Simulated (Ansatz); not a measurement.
# A series of single points on SnO₂

System: SnO₂ (12 atoms in the cell).
Method: DFT LDA, scalar-relativistic, plane waves, PAW, PAW set soft_1, no spin polarisation (Ansatz 0.2.0).

The 5 runs differ only in the geometry, by a strain of the cell at fixed fractional positions. Against run 3, the strain is εxx = η and εyy = η. The structure derives from a Materials Project entry.

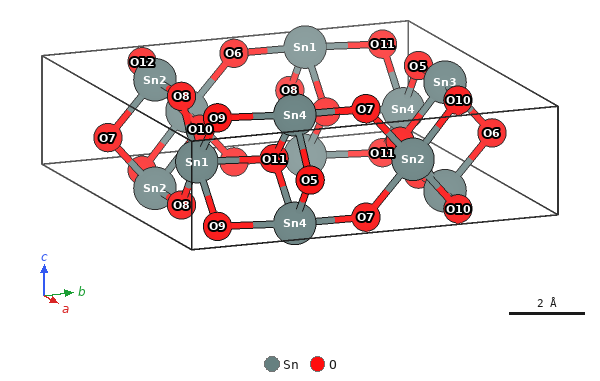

Figure 1. The structure of run 3 (ball-and-stick view of the cell 2 times as large as that of the calculation, set on its symmetry axes, seen slightly off an axis; atoms are numbered from 1 in the order of the input).

**Input of run 3**
```yaml
crystal:
  lattice:
    - [-5.2884188674, 5.2884188674, 1.4918]
    - [5.2884188674, -5.2884188674, 1.4918]
    - [5.2884188674, 5.2884188674, -1.4918]
  atoms:
    - { symbol: Sn, position: [0.3492364739, 0.1657776777, 0.5150141516] }
    - { symbol: Sn, position: [0.8342223223, 0.3492364739, 0.1834587963] }
    - { symbol: Sn, position: [0.1657776777, 0.6507635261, 0.8165412037] }
    - { symbol: Sn, position: [0.6507635261, 0.8342223223, 0.4849858484] }
    - { symbol: O, position: [0.1598071627, 0.4589293127, 0.6187364754] }
    - { symbol: O, position: [0.5410706873, 0.1598071627, 0.70087785] }
    - { symbol: O, position: [0.4589293127, 0.8401928373, 0.29912215] }
    - { symbol: O, position: [0.8401928373, 0.5410706873, 0.3812635246] }
    - { symbol: O, position: [0.8438354672, 0.7905350342, 0.6343705014] }
    - { symbol: O, position: [0.2094649658, 0.8438354672, 0.053300433] }
    - { symbol: O, position: [0.1561645328, 0.2094649658, 0.3656294986] }
    - { symbol: O, position: [0.7905350342, 0.1561645328, 0.946699567] }
basis:
  ecutwfc: 520.0
kpoints:
  mp_grid: { grid: [10, 10, 10] }
hamiltonian:
  xc: lda
  pseudopotentials: { kind: paw, azcp: { folder: soft_1 } }
scf:
  occupations: { method: gaussian, width: 0.05 }
output:
  forces: true
  stress: true
  eigenvalues: true
```

Command:
```bash
ansatz run input.yaml --threads 4 --pin off --max-ram 8192MiB --backend cpu --events-out ev --progress --plain --runs-dir out
```

Run 2 differs from it as follows:
```diff
-    - [-5.2884188674, 5.2884188674, 1.4918]
-    - [5.2884188674, -5.2884188674, 1.4918]
-    - [5.2884188674, 5.2884188674, -1.4918]
+    - [-5.1033, 5.1033, 1.4918]
+    - [5.1033, -5.1033, 1.4918]
+    - [5.1033, 5.1033, -1.4918]
```

**Results, with one run withheld**

```csv
run,strain parameter η (%),"free energy per atom, from the lowest run given (meV)",pressure (GPa),gap on the mesh (eV)
1,−6.9996,325.10,53.76,4.05
2,−3.5005,?,?,?
3,0.0000,13.60,14.60,2.84
4,3.4997,0.00,2.97,2.30
5,6.9998,50.46,−5.19,1.84
```

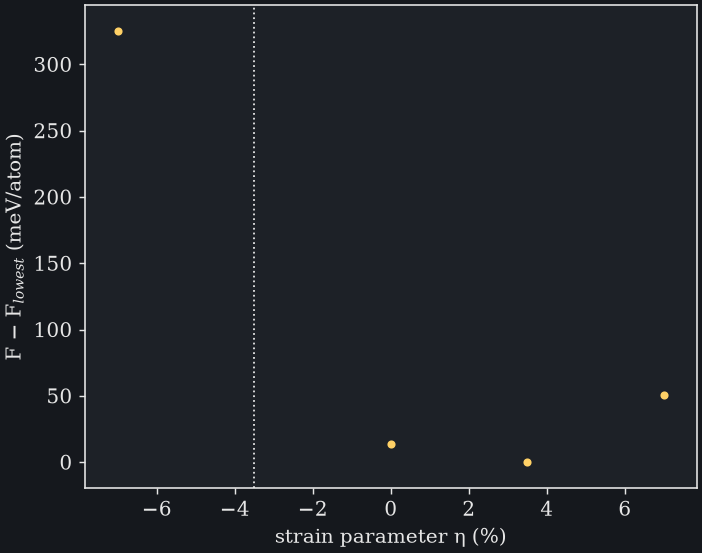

Figure 2. Free energy per atom of the runs given; the dotted line marks run 2.

Estimate the energy of run 2 from the others.

A quadratic polynomial in the coordinate, fitted to the 4 runs given, misses them by at most 6.70 meV per atom. With x = η − 0.8750, it reads F = 4.3255 − 13.308 x + 3.4695 x² (meV per atom). At run 2 it gives 128.98 meV per atom, and the run itself gives 112.68. The fit has its minimum at η = 2.7929 %. So low a polynomial doesn't follow these energies more closely. The gap on the mesh goes, without turning, from 4.05 eV in run 1 to 1.84 eV in run 5; run 2 has 3.46 eV. These are gaps of this functional on this mesh, which can miss the band edges; they aren't the measured gap.

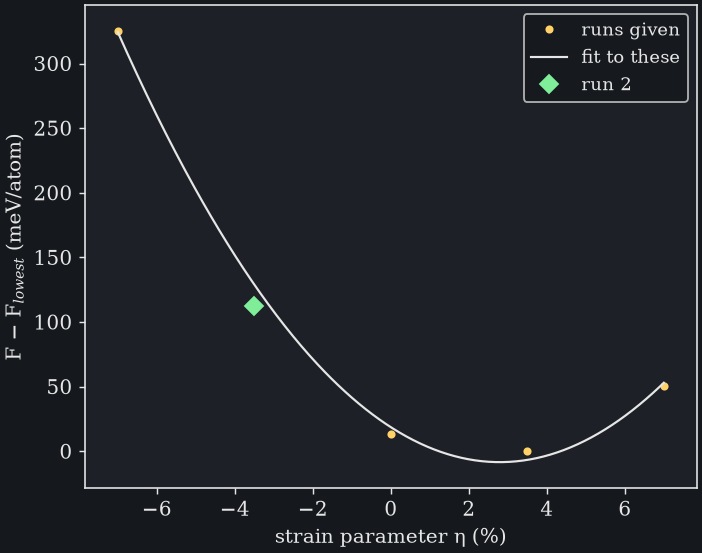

Figure 3. The fit and the withheld run.

**Output, shortened to warnings, some set-up lines, iterations and results (run 2)**
```
Warning: [file] the record states the generating functional pbe (its physics header spells it `PBE`), which answers neither for hamiltonian.xc's functional nor for the lda family's — results may be inconsistent (PPs are generated against a specific XC)
Warning: [file] the record states the generating functional pbe (its physics header spells it `PBE`), which answers neither for hamiltonian.xc's functional nor for the lda family's — results may be inconsistent (PPs are generated against a specific XC)
Basis set: ecut = 520 eV, 4189 PW (Γ), FFT grids on a1+a2, a2, a3
Symmetry: 8 space group operations
k-points: 144 of 1000
Initial density: superposition of atomic densities (chi_scale 0.1, normalization cell, long waves kept (reshape's long-wave potential 0.23 eV rms))
[...]
SCF iter   1: F=—  HF=-27960.273245 eV  |F-HF|=—  |Δ(HF+E_count)|=         —  Δρ=7.70e-2  dr2=7.99e0  ethr=3.10e-3  ⟨swp⟩=7.4  Hψ=40985  notcnv=0  defer=190
SCF iter   2: F=—  HF=-27958.188455 eV  |F-HF|=—  |Δ(HF+E_count)|=    2.08e0  Δρ=3.30e-2  dr2=1.18e0  ethr=3.10e-3  ⟨swp⟩=3.9  Hψ=21636  notcnv=0  defer=790
SCF iter   3: F=—  HF=-27957.862346 eV  |F-HF|=—  |Δ(HF+E_count)|=   3.26e-1  Δρ=1.10e-2  dr2=1.97e-1  ethr=1.13e-3  ⟨swp⟩=3.6  Hψ=16658  notcnv=0  defer=358
SCF iter   4: F=—  HF=-27957.807456 eV  |F-HF|=—  |Δ(HF+E_count)|=   5.49e-2  Δρ=2.24e-3  dr2=8.42e-3  ethr=1.90e-4  ⟨swp⟩=2.8  Hψ=12925  notcnv=0  defer=358
SCF iter   5: F=—  HF=-27957.808605 eV  |F-HF|=—  |Δ(HF+E_count)|=   1.15e-3  Δρ=7.19e-4  dr2=1.27e-3  ethr=8.10e-6  ⟨swp⟩=2.2  Hψ=13190  notcnv=0  defer=358
SCF iter   6: F=—  HF=-27957.809551 eV  |F-HF|=—  |Δ(HF+E_count)|=   9.46e-4  Δρ=5.06e-4  dr2=3.53e-4  ethr=1.22e-6  ⟨swp⟩=2.5  Hψ=15279  notcnv=0  defer=358
SCF iter   7: F=—  HF=-27957.809565 eV  |F-HF|=—  |Δ(HF+E_count)|=   1.48e-5  Δρ=1.79e-4  dr2=5.97e-5  ethr=3.39e-7  ⟨swp⟩=2.1  Hψ=12683  notcnv=0  defer=358
SCF iter   8: F=—  HF=-27957.809589 eV  |F-HF|=—  |Δ(HF+E_count)|=   2.31e-5  Δρ=3.47e-5  dr2=4.79e-6  ethr=5.74e-8  ⟨swp⟩=2.0  Hψ=11748  notcnv=0  defer=358
SCF iter   9: F=—  HF=-27957.809599 eV  |F-HF|=—  |Δ(HF+E_count)|=   1.01e-5  Δρ=8.39e-6  dr2=1.77e-7  ethr=4.60e-9  ⟨swp⟩=2.0  Hψ=11962  notcnv=0  defer=358
SCF iter  10: F=-27957.809599 eV  HF=-27957.809599 eV  |F-HF|=6.00e-9  |Δ(HF+E_count)|=   4.58e-7  Δρ=3.43e-6  dr2=1.92e-8  ethr=9.62e-11  ⟨swp⟩=16.2  Hψ=48706  notcnv=0
SCF 1 converged in 10 iterations: F = -27957.809599 eV  dr2 = 1.92e-8
SCF converged after 10 iterations
Free energy (F): -27957.809599 eV
Harris-Foulkes:  -27957.809599 eV  (|F-HF|=6.00e-9)
Internal energy: -27957.809599 eV  (E = F + TS)
E sigma→0 (E₀):  -27957.809599 eV
Fermi energy:    8.757362 eV
--- Per-component energies (eV) ---
  E_band       = -440.887527
  E_kinetic    = 2071.109491
  E_local      = -10765.181237  (includes V_loc(G=0)·N_el)
  E_nonlocal   = 1047.829854
  E_hartree    = 4978.407996
  E_xc         = -1070.016582
  E_vxc        = -1059.113032  (∫ρ·V_xc dr)
  E_paw        = -18143.588203  (= ΣΔE_a)
  E_vpaw       = -1692.347988  (= ΣTr[D̂ρ^β])
  E_aug_tail   = 0.002102  (compensation charges beyond the density's cutoff)
  E_ewald      = -6078.847954
  E_core_change = 2.474936  (= ΣΔE_core)
  E_smearing   = -0.000000  (= −TS)
  E_closure    = -0.000000  (closes the sum)
  Σ components = -27957.809599   (vs F -27957.809599, Δ=0.00e0)
--- Forces (eV/Å), atoms counted from 1 ---
  atom   1  Sn    -0.28092859     0.15656268    -0.00000000
  atom   2  Sn     0.15656268     0.28092859     0.00000000
  atom   3  Sn    -0.15656268    -0.28092859    -0.00000000
  atom   4  Sn     0.28092859    -0.15656268     0.00000000
  atom   5  O      0.64224121     0.11577671    -0.00000000
  atom   6  O      0.11577671    -0.64224121     0.00000000
  atom   7  O     -0.11577671     0.64224121     0.00000000
  atom   8  O     -0.64224121    -0.11577671    -0.00000000
  atom   9  O      1.85806196     1.09459588     0.00000000
  atom  10  O      1.09459588    -1.85806196     0.00000000
  atom  11  O     -1.85806196    -1.09459588     0.00000000
  atom  12  O     -1.09459588     1.85806196     0.00000000
  max |Σ_I F_I| component: 2.22e-16 eV/Å
--- Stress (GPa, compression-positive) ---
       25.665832       0.000000       0.000000
       -0.000000      25.665832       0.000000
        0.000000       0.000000      41.597198
  P = ⅓ Tr σ = 30.9763 GPa (309.763 kbar)
```

The program warns: the PAW datasets were made with another functional.
